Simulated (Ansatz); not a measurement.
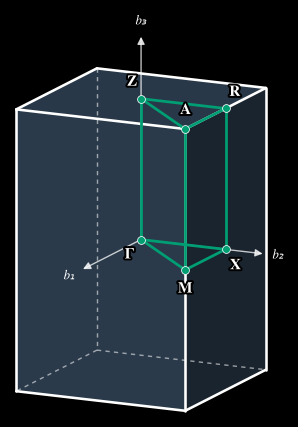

For TiO₂, the end point of a relaxation at a target pressure of 10 GPa with DFT PBE, scalar-relativistic, plane waves, PAW in Ansatz 0.2.0: the first Brillouin zone and its special points. Symmetry computed with spglib at a tolerance of 0.002 Å; standard conventional cell.

Space group P4_2/mnm, No. 136; a = 4.561 Å, b = 4.561 Å, c = 2.940 Å, α = 90.00°, β = 90.00°, γ = 90.00°.

Labels and path follow the convention of Hinuma et al. (2017), as computed by seekpath; the arrows show the directions of the reciprocal primitive vectors b₁, b₂, b₃, in which coordinates are given; lengths include the factor 2π.

> List the special points with their coordinates and distances from Γ.

```tsv
point	k₁	k₂	k₃	length of k (1/Å)
Γ	0	0	0	0.000
Z	0	0	1/2	1.069
M	1/2	1/2	0	0.974
A	1/2	1/2	1/2	1.446
R	0	1/2	1/2	1.271
X	0	1/2	0	0.689
```

> What is the zone's volume?

(2π)³ over the primitive cell's volume of 61.16 Å³: 4.06 Å⁻³.
